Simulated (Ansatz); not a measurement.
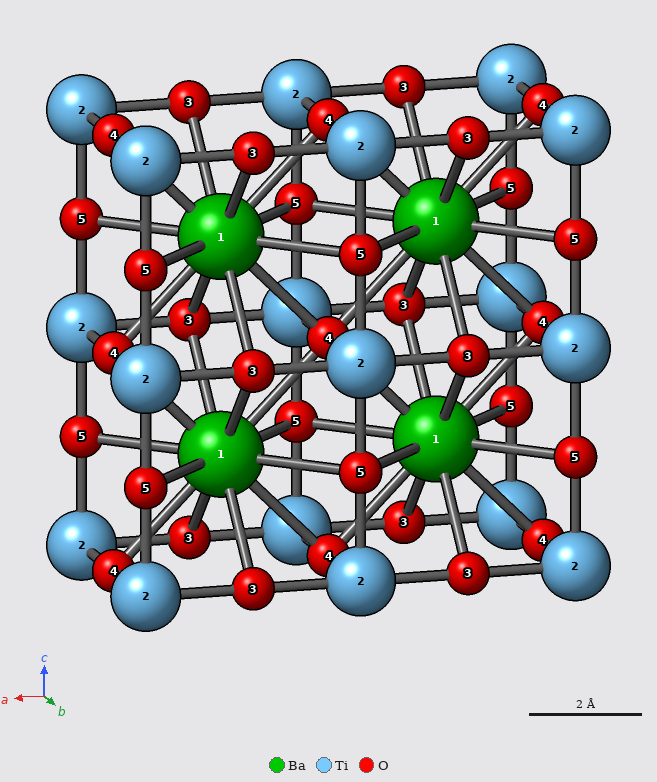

The starting structure (ball-and-stick view of the cell of the calculation, repeated 2 × 1 × 2, seen at an oblique angle; atoms are numbered from 1 in the order of the input). An atom can appear more than once, as a periodic image.

**BaTiO3: geometry relaxation (part 1 of 2)**

BaTiO3 (Pm-3m, 5 atoms in the cell), computed with DFT PBEsol, scalar-relativistic, plane waves, PAW, no spin polarisation (Ansatz 0.2.0).

The structure derives from an entry of the Crystallography Open Database. Figures and captions count atoms from 1; the log counts them from 0 in places.

**The program's output**
```
Engine: ansatz 0.2.0, x86_64-unknown-linux-gnu
Pseudopotentials: kind: paw
Pseudopotential: Ba, paw, valence charge 10, recommended cutoff 420 eV (normal), Ba.paw.azcp
Pseudopotential: Ti, paw, valence charge 12, recommended cutoff 420 eV (normal), Ti.paw.azcp
Pseudopotential: O, paw, valence charge 6, recommended cutoff 420 eV (normal), O.paw.azcp
Functional definition: PBEsol
  exchange = pbesol_x
  correlation = pbesol_c
Crystal: 5 atoms, lattice volume = 64.351 Å³
Basis set: ecut = 420 eV, 1237 PW (Γ), exchange–correlation on 54×54×54 points (8 copies of the dense FFT grid, shifted against one another)
Bands: 25, of which v1, the nominal top of the filled ones, is band 20 counted from 1 (19 counted from 0)
Symmetry: 48 space group operations
Space group: Pm-3m (ITA 221), of the structure as read, at distance tolerance 4.0e-5 Å
k-points: 35 of 512
Non-local potential: Ba, projectors of the file, l = 0: 3, l = 1: 2, l = 2: 2, l = 3: 2
Non-local potential: Ti, projectors of the file, l = 0: 3, l = 1: 2, l = 2: 3, l = 3: 1
Non-local potential: O, projectors of the file, l = 0: 2, l = 1: 2, l = 2: 1
PAW form: soft (Blöchl's): semilocal exchange-correlation on the pseudo side does not see the compensation charge
PAW frozen core: Ba, regenerated for the run's functional, and the local potential with it (the file was generated under x = pbe(κ = 0.804, μ = 0.2195149727645171), c = pbe(β = 0.06672455060314922))
PAW frozen core: Ti, regenerated for the run's functional, and the local potential with it (the file was generated under x = pbe(κ = 0.804, μ = 0.2195149727645171), c = pbe(β = 0.06672455060314922))
PAW frozen core: O, regenerated for the run's functional, and the local potential with it (the file was generated under x = pbe(κ = 0.804, μ = 0.2195149727645171), c = pbe(β = 0.06672455060314922))
PAW one-centre angular grid: Ba, 194 points (default); XC on 64 Gauss nodes
PAW one-centre angular grid: Ti, 590 points (default); XC on 64 Gauss nodes
PAW one-centre angular grid: O, 110 points (default); XC on 64 Gauss nodes
Initial density: superposition of atomic densities (neutral atoms: chi_scale 0, normalization atom), corrected by the library's trained network
Initial wavefunctions: pseudopotential atomic-orbital guess
Functional: x = pbesol(κ = 0.804, μ = 0.12345679012345678), c = pbesol(β = 0.046)
SCF iter   1: F=—  HF=-10027.470087 eV  |F-HF|=—  |Δ(HF+E_count)|=         —  Δρ=1.71e-2  dr2=1.63e-1  ethr=1.77e-3  ⟨swp⟩=6.4  Hψ=4411  notcnv=0
preconditioner: auto → Resta (q_TF=auto, 2.520 Å⁻¹)  ε∞=6.0  [insulator: Δε(μ)=1.568 eV  Ē_g=11.759 eV  σ=0.020 eV  W_gap=1.00  n_scr=18 (ndim 8)  ℏωp=26.2 eV  f_vac=0.000  D(μ)=0.00/eV (n_scr^D=0)  ε∞_Penn≈6.0]
SCF iter   2: F=—  HF=-10027.437215 eV  |F-HF|=—  |Δ(HF+E_count)|=   3.29e-2  Δρ=4.44e-3  dr2=1.53e-2  ethr=4.08e-4  ⟨swp⟩=2.5  Hψ=1647  notcnv=0  defer=34
SCF iter   3: F=—  HF=-10027.435440 eV  |F-HF|=—  |Δ(HF+E_count)|=   1.78e-3  Δρ=1.49e-3  dr2=1.78e-3  ethr=3.83e-5  ⟨swp⟩=2.1  Hψ=1302  notcnv=0  defer=35
SCF iter   4: F=—  HF=-10027.435207 eV  |F-HF|=—  |Δ(HF+E_count)|=   2.33e-4  Δρ=1.57e-4  dr2=1.52e-5  ethr=4.44e-6  ⟨swp⟩=2.0  Hψ=1568  notcnv=0  defer=35
SCF iter   5: F=—  HF=-10027.435492 eV  |F-HF|=—  |Δ(HF+E_count)|=   2.85e-4  Δρ=3.17e-5  dr2=5.17e-7  ethr=3.79e-8  ⟨swp⟩=2.1  Hψ=1507  notcnv=0  defer=35
SCF iter   6: F=-10027.435492 eV  HF=-10027.435492 eV  |F-HF|=6.40e-9  |Δ(HF+E_count)|=   1.63e-7  Δρ=6.36e-6  dr2=2.14e-8  ethr=2.50e-10  ⟨swp⟩=10.0  Hψ=4740  notcnv=0
SCF 1 converged in 6 iterations: F = -10027.435492 eV  dr2 = 2.14e-8
  greatest PAW one-centre occupation: 0.999 electrons in one spin orbital (limit 2), on the Ti atom at site 1 (counted from 0), in its partial waves of l = 0
relax step   1: F+E_penalty+E_count = -10027.43549227 eV  Δ(F+E_penalty+E_count) = +0.000e0 eV  max|allowed force component| = 2.745e-29 eV/Å  Δτ_max = 0.0000 Å  P = -4.765 GPa  Ω = 64.351 Å³  (6 SCF iters, dr2 threshold 1.00e-7 eV, accepted)
Crystal: 5 atoms, lattice volume = 62.456 Å³
Basis set: ecut = 420 eV, 1213 PW (Γ), exchange–correlation on 54×54×54 points (8 copies of the dense FFT grid, shifted against one another)
Initial density: handed on by an earlier stage of this run
Initial wavefunctions: those handed on with the density
iter 1 solved again at ethr=1.45e-5 eV; its pass at ethr=3.10e-3 eV (dr2=5.82e-3 eV) is discarded
SCF iter   1: F=—  HF=-10027.469425 eV  |F-HF|=—  |Δ(HF+E_count)|=         —  Δρ=3.50e-3  dr2=6.00e-3  ethr=1.45e-5  ⟨swp⟩=2.0  Hψ=4876  notcnv=0
preconditioner: auto → Resta (q_TF=auto, 2.533 Å⁻¹)  ε∞=5.9  [insulator: Δε(μ)=1.861 eV  Ē_g=12.040 eV  σ=0.020 eV  W_gap=1.00  n_scr=18 (ndim 8)  ℏωp=26.6 eV  f_vac=0.000  D(μ)=0.00/eV (n_scr^D=0)  ε∞_Penn≈5.9]
SCF iter   2: F=—  HF=-10027.468473 eV  |F-HF|=—  |Δ(HF+E_count)|=   9.52e-4  Δρ=1.19e-3  dr2=8.05e-4  ethr=1.45e-5  ⟨swp⟩=2.0  Hψ=1350  notcnv=0
SCF iter   3: F=—  HF=-10027.468411 eV  |F-HF|=—  |Δ(HF+E_count)|=   6.21e-5  Δρ=3.74e-4  dr2=9.33e-5  ethr=2.01e-6  ⟨swp⟩=1.5  Hψ=897  notcnv=0
SCF iter   4: F=—  HF=-10027.468671 eV  |F-HF|=—  |Δ(HF+E_count)|=   2.61e-4  Δρ=5.81e-5  dr2=1.53e-6  ethr=2.33e-7  ⟨swp⟩=2.5  Hψ=1439  notcnv=0
iter 5 did not close the SCF: its close was put off for the readings that it lacked (scf_convergence_deferred on its scf_iter line)
SCF iter   5: F=-10027.468671 eV  HF=-10027.468671 eV  |F-HF|=1.20e-8  |Δ(HF+E_count)|=   2.15e-7  Δρ=1.12e-5  dr2=4.15e-8  ethr=3.83e-9  ⟨swp⟩=2.1  Hψ=1371  notcnv=0
SCF iter   6: F=-10027.468671 eV  HF=-10027.468671 eV  |F-HF|=1.48e-9  |Δ(HF+E_count)|=  8.66e-10  Δρ=2.13e-6  dr2=2.55e-9  ethr=1.04e-10  ⟨swp⟩=2.4  Hψ=2781  notcnv=0
SCF 2 converged in 6 iterations: F = -10027.468671 eV  dr2 = 2.55e-9
relax step   2: F+E_penalty+E_count = -10027.46867132 eV  Δ(F+E_penalty+E_count) = -3.318e-2 eV  max|allowed force component| = 2.002e-30 eV/Å  Δτ_max = 0.0000 Å  P = +0.487 GPa  Ω = 62.456 Å³  energy of the carried Pulay correction = +7.073e-3 eV  (6 SCF iters, dr2 threshold 5.00e-7 eV, accepted)
Crystal: 5 atoms, lattice volume = 62.627 Å³
iter 1 solved again at ethr=1.48e-7 eV; its pass at ethr=3.10e-3 eV (dr2=5.90e-5 eV) is discarded
SCF iter   1: F=—  HF=-10027.468022 eV  |F-HF|=—  |Δ(HF+E_count)|=         —  Δρ=3.41e-4  dr2=5.75e-5  ethr=1.48e-7  ⟨swp⟩=2.1  Hψ=4536  notcnv=0
preconditioner: auto → Resta (q_TF=auto, 2.532 Å⁻¹)  ε∞=5.9  [insulator: Δε(μ)=1.811 eV  Ē_g=11.997 eV  σ=0.020 eV  W_gap=1.00  n_scr=18 (ndim 8)  ℏωp=26.5 eV  f_vac=0.000  D(μ)=0.00/eV (n_scr^D=0)  ε∞_Penn≈5.9]
SCF iter   2: F=—  HF=-10027.468273 eV  |F-HF|=—  |Δ(HF+E_count)|=   2.51e-4  Δρ=1.06e-4  dr2=6.45e-6  ethr=1.44e-7  ⟨swp⟩=2.0  Hψ=1175  notcnv=0
SCF iter   3: F=—  HF=-10027.468272 eV  |F-HF|=—  |Δ(HF+E_count)|=   4.47e-7  Δρ=3.60e-5  dr2=8.33e-7  ethr=1.61e-8  ⟨swp⟩=1.4  Hψ=972  notcnv=0
iter 4 did not close the SCF: its close was put off for the readings that it lacked (scf_convergence_deferred on its scf_iter line)
SCF iter   4: F=-10027.468272 eV  HF=-10027.468272 eV  |F-HF|=6.46e-10  |Δ(HF+E_count)|=   8.13e-9  Δρ=5.35e-6  dr2=1.00e-8  ethr=2.08e-9  ⟨swp⟩=2.3  Hψ=1337  notcnv=0
iter 5 did not close the SCF: its close was put off for the readings that it lacked (scf_convergence_deferred on its scf_iter line)
SCF iter   5: F=-10027.468272 eV  HF=-10027.468272 eV  |F-HF|=2.55e-11  |Δ(HF+E_count)|=   2.41e-9  Δρ=7.97e-7  dr2=2.85e-10  ethr=2.51e-11  ⟨swp⟩=2.0  Hψ=1339  notcnv=0
SCF iter   6: F=-10027.468272 eV  HF=-10027.468272 eV  |F-HF|=1.27e-11  |Δ(HF+E_count)|=  8.37e-11  Δρ=1.36e-7  dr2=8.91e-12  ethr=1.00e-12  ⟨swp⟩=1.7  Hψ=2591  notcnv=0
SCF 3 converged in 6 iterations: F = -10027.468272 eV  dr2 = 8.91e-12
relax step   3: F+E_penalty+E_count = -10027.46827213 eV  Δ(F+E_penalty+E_count) = +3.992e-4 eV  max|allowed force component| = 5.785e-30 eV/Å  Δτ_max = 0.0000 Å  P = -0.021 GPa  Ω = 62.627 Å³  energy of the carried Pulay correction = +6.426e-3 eV  (6 SCF iters, dr2 threshold 5.00e-7 eV, accepted)
Initial wavefunctions: pseudopotential atomic-orbital guess (no wavefunctions were taken with the density)
iter 1 solved again at ethr=3.84e-8 eV; its pass at ethr=3.10e-3 eV (dr2=1.54e-5 eV) is discarded
SCF iter   1: F=—  HF=-10027.462259 eV  |F-HF|=—  |Δ(HF+E_count)|=         —  Δρ=2.21e-4  dr2=4.97e-6  ethr=3.84e-8  ⟨swp⟩=3.1  Hψ=7077  notcnv=0
preconditioner: auto → Resta (q_TF=auto, 2.532 Å⁻¹)  ε∞=5.9  [insulator: Δε(μ)=1.814 eV  Ē_g=11.999 eV  σ=0.020 eV  W_gap=1.00  n_scr=18 (ndim 8)  ℏωp=26.5 eV  f_vac=0.000  D(μ)=0.00/eV (n_scr^D=0)  ε∞_Penn≈5.9]
SCF iter   2: F=—  HF=-10027.462512 eV  |F-HF|=—  |Δ(HF+E_count)|=   2.53e-4  Δρ=1.03e-4  dr2=8.72e-7  ethr=1.24e-8  ⟨swp⟩=2.0  Hψ=1573  notcnv=0
SCF iter   3: F=—  HF=-10027.462515 eV  |F-HF|=—  |Δ(HF+E_count)|=   2.87e-6  Δρ=2.63e-5  dr2=5.71e-8  ethr=2.18e-9  ⟨swp⟩=2.3  Hψ=1562  notcnv=0
SCF iter   4: F=—  HF=-10027.462515 eV  |F-HF|=—  |Δ(HF+E_count)|=   9.63e-8  Δρ=1.03e-6  dr2=5.47e-10  ethr=1.43e-10  ⟨swp⟩=2.0  Hψ=1401  notcnv=0
SCF iter   5: F=—  HF=-10027.462515 eV  |F-HF|=—  |Δ(HF+E_count)|=  1.04e-10  Δρ=4.04e-7  dr2=1.21e-10  ethr=1.37e-12  ⟨swp⟩=2.5  Hψ=1349  notcnv=0
SCF iter   6: F=-10027.462515 eV  HF=-10027.462515 eV  |F-HF|=3.64e-12  |Δ(HF+E_count)|=  7.28e-12  Δρ=5.13e-8  dr2=2.23e-12  ethr=1.00e-12  ⟨swp⟩=4.8  Hψ=3141  notcnv=0
SCF 4 converged in 6 iterations: F = -10027.462515 eV  dr2 = 2.23e-12
relax step   4: F+E_penalty+E_count = -10027.46251499 eV  Δ(F+E_penalty+E_count) = +5.757e-3 eV  max|allowed force component| = 8.415e-30 eV/Å  Δτ_max = 0.0000 Å  P = -0.185 GPa  Ω = 62.627 Å³  stress off target by 1.85e-1 GPa  SCF on the basis re-selected at this cell (its energy is not comparable with the rows above)  (6 SCF iters)
basis re-selected at this cell: Δ(F+E_penalty+E_count) = +5.757e-3 eV, ΔP = -0.164 GPa vs the last step (what re-selecting the basis moved, of the pressure what is left beyond the Pulay correction that the steps carried, after the strain that the cell walked since its last selection, with what the two solves' SCF thresholds leave and, on support functions, any second-order correction that the steps lacked; it is no measure of the basis error at this ecutwfc). This SCF's stress stands 1.85e-1 GPa from its target on what of the cell is left free (relax.cell.stress_tol is 5.00e-2 GPa) and its largest allowed force component is 8.41e-30 eV/Å (relax.f_tol is 5.00e-3 eV/Å): not within both, so this SCF does not close the relaxation
Crystal: 5 atoms, lattice volume = 62.565 Å³
iter 1 solved again at ethr=1.65e-8 eV; its pass at ethr=3.10e-3 eV (dr2=6.58e-6 eV) is discarded
SCF iter   1: F=—  HF=-10027.462536 eV  |F-HF|=—  |Δ(HF+E_count)|=         —  Δρ=1.14e-4  dr2=6.24e-6  ethr=1.65e-8  ⟨swp⟩=2.0  Hψ=4480  notcnv=0
preconditioner: auto → Resta (q_TF=auto, 2.532 Å⁻¹)  ε∞=5.9  [insulator: Δε(μ)=1.818 eV  Ē_g=12.006 eV  σ=0.020 eV  W_gap=1.00  n_scr=18 (ndim 8)  ℏωp=26.6 eV  f_vac=0.000  D(μ)=0.00/eV (n_scr^D=0)  ε∞_Penn≈5.9]
SCF iter   2: F=—  HF=-10027.462788 eV  |F-HF|=—  |Δ(HF+E_count)|=   2.53e-4  Δρ=4.49e-5  dr2=1.13e-6  ethr=1.56e-8  ⟨swp⟩=2.0  Hψ=1546  notcnv=0
SCF iter   3: F=—  HF=-10027.462788 eV  |F-HF|=—  |Δ(HF+E_count)|=   1.04e-7  Δρ=1.19e-5  dr2=9.52e-8  ethr=2.81e-9  ⟨swp⟩=2.0  Hψ=1347  notcnv=0
iter 4 did not close the SCF: its close was put off for the readings that it lacked (scf_convergence_deferred on its scf_iter line)
SCF iter   4: F=-10027.462788 eV  HF=-10027.462788 eV  |F-HF|=1.97e-9  |Δ(HF+E_count)|=  7.71e-10  Δρ=2.59e-6  dr2=4.89e-9  ethr=2.38e-10  ⟨swp⟩=1.7  Hψ=1069  notcnv=0
iter 5 did not close the SCF: its close was put off for the readings that it lacked (scf_convergence_deferred on its scf_iter line)
SCF iter   5: F=-10027.462788 eV  HF=-10027.462788 eV  |F-HF|=1.02e-10  |Δ(HF+E_count)|=  3.84e-10  Δρ=6.26e-7  dr2=1.64e-10  ethr=1.22e-11  ⟨swp⟩=2.7  Hψ=1460  notcnv=0
SCF iter   6: F=-10027.462788 eV  HF=-10027.462788 eV  |F-HF|=1.82e-12  |Δ(HF+E_count)|=  1.64e-11  Δρ=8.31e-8  dr2=3.80e-12  ethr=1.00e-12  ⟨swp⟩=1.9  Hψ=2403  notcnv=0
SCF 5 converged in 6 iterations: F = -10027.462788 eV  dr2 = 3.80e-12
relax step   5: F+E_penalty+E_count = -10027.46278837 eV  Δ(F+E_penalty+E_count) = -2.734e-4 eV  max|allowed force component| = 1.843e-29 eV/Å  Δτ_max = 0.0000 Å  P = -0.002 GPa  Ω = 62.565 Å³  energy of the carried Pulay correction = +2.368e-4 eV  (6 SCF iters, dr2 threshold 8.58e-8 eV, accepted)
iter 1 solved again at ethr=2.21e-8 eV; its pass at ethr=3.10e-3 eV (dr2=8.85e-6 eV) is discarded
SCF iter   1: F=—  HF=-10027.462266 eV  |F-HF|=—  |Δ(HF+E_count)|=         —  Δρ=1.86e-5  dr2=9.14e-8  ethr=2.21e-8  ⟨swp⟩=3.3  Hψ=7122  notcnv=0
preconditioner: auto → Resta (q_TF=auto, 2.532 Å⁻¹)  ε∞=5.9  [insulator: Δε(μ)=1.816 eV  Ē_g=12.006 eV  σ=0.020 eV  W_gap=1.00  n_scr=18 (ndim 8)  ℏωp=26.6 eV  f_vac=0.000  D(μ)=0.00/eV (n_scr^D=0)  ε∞_Penn≈5.9]
SCF iter   2: F=—  HF=-10027.462521 eV  |F-HF|=—  |Δ(HF+E_count)|=   2.55e-4  Δρ=7.41e-6  dr2=1.49e-8  ethr=2.29e-10  ⟨swp⟩=3.0  Hψ=1808  notcnv=0
SCF iter   3: F=—  HF=-10027.462521 eV  |F-HF|=—  |Δ(HF+E_count)|=   1.07e-9  Δρ=4.85e-6  dr2=5.92e-9  ethr=3.74e-11  ⟨swp⟩=1.3  Hψ=892  notcnv=0
iter 4 did not close the SCF: its close was put off for the readings that it lacked (scf_convergence_deferred on its scf_iter line)
SCF iter   4: F=-10027.462521 eV  HF=-10027.462521 eV  |F-HF|=7.28e-12  |Δ(HF+E_count)|=   1.19e-9  Δρ=3.18e-7  dr2=2.09e-11  ethr=1.48e-11  ⟨swp⟩=2.3  Hψ=1366  notcnv=0
iter 5 did not close the SCF: its close was put off for the readings that it lacked (scf_convergence_deferred on its scf_iter line)
SCF iter   5: F=-10027.462521 eV  HF=-10027.462521 eV  |F-HF|=3.64e-12  |Δ(HF+E_count)|=  1.82e-12  Δρ=9.84e-8  dr2=3.24e-12  ethr=1.00e-12  ⟨swp⟩=1.0  Hψ=876  notcnv=0
iter 6 did not close the SCF: its close was put off for the readings that it lacked (scf_convergence_deferred on its scf_iter line)
SCF iter   6: F=-10027.462521 eV  HF=-10027.462521 eV  |F-HF|=1.82e-12  |Δ(HF+E_count)|=  1.82e-12  Δρ=2.57e-8  dr2=4.57e-13  ethr=1.00e-12  ⟨swp⟩=1.0  Hψ=875  notcnv=0
iter 7 did not close the SCF: its close was put off for the readings that it lacked (scf_convergence_deferred on its scf_iter line)
SCF iter   7: F=-10027.462521 eV  HF=-10027.462521 eV  |F-HF|=0.00e0  |Δ(HF+E_count)|=  1.82e-12  Δρ=1.72e-8  dr2=1.14e-13  ethr=1.00e-12  ⟨swp⟩=1.0  Hψ=876  notcnv=0
SCF iter   8: F=-10027.462521 eV  HF=-10027.462521 eV  |F-HF|=1.82e-12  |Δ(HF+E_count)|=  1.82e-12  Δρ=7.83e-9  dr2=2.17e-14  ethr=1.00e-12  ⟨swp⟩=3.1  Hψ=2097  notcnv=0
SCF 6 converged in 8 iterations: F = -10027.462521 eV  dr2 = 2.17e-14
relax step   6: F+E_penalty+E_count = -10027.46252093 eV  Δ(F+E_penalty+E_count) = +2.674e-4 eV  max|allowed force component| = 1.160e-29 eV/Å  Δτ_max = 0.0000 Å  P = -0.006 GPa  Ω = 62.565 Å³  stress off target by 5.73e-3 GPa  SCF on the basis re-selected at this cell (its energy is not comparable with the rows above)  (8 SCF iters)
```
